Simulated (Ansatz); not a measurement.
## Ir: 5 runs along one coordinate

System: Ir (P6₃/mmc, 2 atoms in the cell).
Method: DFT LDA, scalar-relativistic, plane waves, PAW, no spin polarisation (Ansatz 0.2.0).

The 5 runs differ only in the geometry, by a strain of the cell at fixed fractional positions. Against run 3, the strain is εxx = η, εyy = η and εzz = −0.71 η. The structure derives from a Materials Project entry.

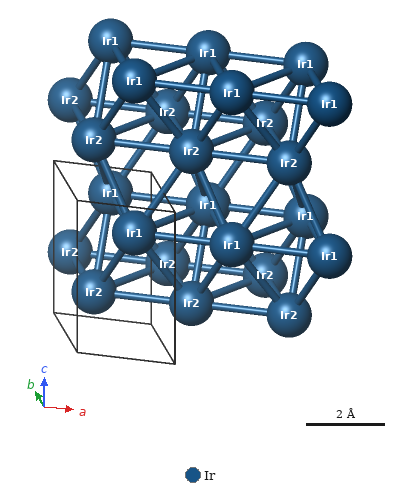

Figure 1. The structure of run 3 (ball-and-stick view of the cell of the calculation, repeated 3 × 2 × 2, seen at an oblique angle; atoms are numbered from 1 in the order of the input).

## Input of run 3
```yaml
crystal:
  lattice:
    - [2.6421, 0.0, 0.0]
    - [-1.32105, 2.2881257193, 0.0]
    - [0.0, 0.0, 4.3131]
  atoms:
    - { symbol: Ir, position: [0.6666666667, 0.3333333333, 0.75] }
    - { symbol: Ir, position: [0.3333333333, 0.6666666667, 0.25] }
basis:
  ecutwfc: 420
kpoints:
  mp_grid: { grid: [18, 18, 10] }
hamiltonian:
  xc: lda
scf:
  occupations: { method: gaussian, width: 0.15 }
output:
  forces: true
  stress: true
  eigenvalues: true
```

Command:
```bash
ansatz run input.yaml --threads 1 --pin off --max-ram 2048MiB --backend cpu --events-out ev --progress --plain --runs-dir out
```

Run 2 differs from it as follows:
```diff
-    - [2.6421, 0.0, 0.0]
-    - [-1.32105, 2.2881257193, 0.0]
-    - [0.0, 0.0, 4.3131]
+    - [2.579, 0.0, 0.0]
+    - [-1.2895, 2.2334795163, 0.0]
+    - [0.0, 0.0, 4.3862420605]
```

## Results, with one run withheld

```csv
run,strain parameter η (%),"free energy per atom, from the lowest run given (meV)",pressure (GPa)
1,−4.7769,426.27,75.75
2,−2.3887,?,?
3,0.0000,39.32,30.20
4,2.3905,0.00,15.76
5,4.7799,29.07,5.33
```

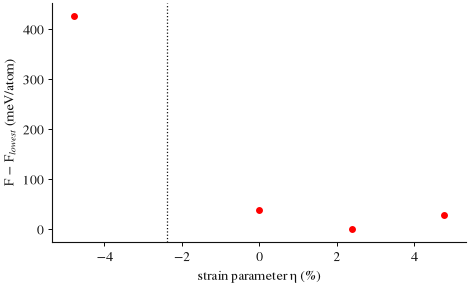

Figure 2. Free energy per atom of the runs given; the dotted line marks run 2.

Fit the runs given and predict run 2.

A quadratic polynomial in the coordinate, fitted to the 4 runs given, misses them by at most 7.53 meV per atom. With x = η − 0.5984, it reads F = 23.197 − 31.563 x + 8.0456 x² (meV per atom). At run 2 it gives 189.27 meV per atom, and the run itself gives 172.10. The fit has its minimum at η = 2.5599 %. So low a polynomial doesn't follow these energies more closely.

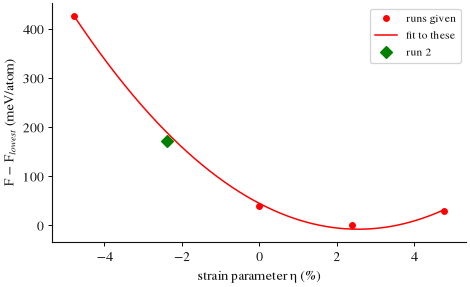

Figure 3. The fit and the withheld run.

## Output, shortened to warnings, some set-up lines, iterations and results (run 2)
```
Basis set: ecut = 420 eV, 513 PW (Γ)
Symmetry: 24 space group operations
k-points: 222 of 3240
Initial density: superposition of atomic densities (neutral atoms: chi_scale 0, normalization atom), corrected by the library's trained network
[...]
SCF iter   1: F=—  HF=-23326.221432 eV  |F-HF|=—  |Δ(HF+E_count)|=         —  Δρ=9.77e-3  dr2=5.09e-3  ethr=1.77e-3  ⟨swp⟩=4.8  Hψ=18673  notcnv=0
SCF iter   2: F=—  HF=-23326.222750 eV  |F-HF|=—  |Δ(HF+E_count)|=   1.32e-3  Δρ=5.47e-3  dr2=1.60e-3  ethr=1.50e-5  ⟨swp⟩=1.8  Hψ=7606  notcnv=0
SCF iter   3: F=—  HF=-23326.223126 eV  |F-HF|=—  |Δ(HF+E_count)|=   3.77e-4  Δρ=3.16e-4  dr2=9.19e-6  ethr=4.71e-6  ⟨swp⟩=2.0  Hψ=6525  notcnv=0
SCF iter   4: F=—  HF=-23326.223128 eV  |F-HF|=—  |Δ(HF+E_count)|=   1.54e-6  Δρ=7.34e-5  dr2=7.80e-7  ethr=2.70e-8  ⟨swp⟩=1.1  Hψ=4805  notcnv=0
SCF iter   5: F=-23326.223128 eV  HF=-23326.223128 eV  |F-HF|=1.38e-8  |Δ(HF+E_count)|=   4.61e-9  Δρ=1.17e-5  dr2=2.89e-8  ethr=2.29e-9  ⟨swp⟩=1.8  Hψ=5471  notcnv=0
SCF iter   6: F=-23326.223128 eV  HF=-23326.223128 eV  |F-HF|=1.96e-10  |Δ(HF+E_count)|=   9.68e-9  Δρ=1.93e-6  dr2=5.49e-10  ethr=8.49e-11  ⟨swp⟩=2.7  Hψ=15839  notcnv=0
SCF 1 converged in 6 iterations: F = -23326.223128 eV  dr2 = 5.49e-10
SCF converged after 6 iterations
Free energy (F): -23326.223128 eV
Harris-Foulkes:  -23326.223128 eV  (|F-HF|=1.96e-10)
Internal energy: -23326.202068 eV  (E = F + TS)
E sigma→0 (E₀):  -23326.212598 eV
Entropy (-TS):   -0.021060 eV (-10.530 meV/atom)
Fermi energy:    29.410789 eV
--- Per-component energies (eV) ---
  E_band       = -63.868788
  E_kinetic    = 1260.339846
  E_local      = -1885.190434  (includes V_loc(G=0)·N_el)
  E_nonlocal   = 160.878792
  E_hartree    = 742.311003
  E_xc         = -537.831819
  E_vxc        = -606.257512  (∫ρ·V_xc dr)
  E_paw        = -17908.014606  (= ΣΔE_a)
  E_vpaw       = -478.261873  (= ΣTr[D̂ρ^β])
  E_aug_tail   = 0.000110  (compensation charges beyond the density's cutoff)
  E_ewald      = -5159.518164
  E_core_change = 0.823204  (= ΣΔE_core)
  E_smearing   = -0.021060  (= −TS)
  E_closure    = 0.000000  (closes the sum)
  Σ components = -23326.223128   (vs F -23326.223128, Δ=0.00e0)
--- Forces (eV/Å), atoms counted from 1 ---
  atom   1  Ir    -0.00000000    -0.00000000    -0.00000000
  atom   2  Ir    -0.00000000     0.00000000     0.00000000
  max |Σ_I F_I| component: 3.70e-17 eV/Å
--- Stress (GPa, compression-positive) ---
       59.169397      -0.000000      -0.000000
        0.000000      59.169397       0.000000
       -0.000000       0.000000      30.923856
  P = ⅓ Tr σ = 49.7542 GPa (497.542 kbar)
```

Notes: Spin–orbit coupling is left out, which matters for Ir.
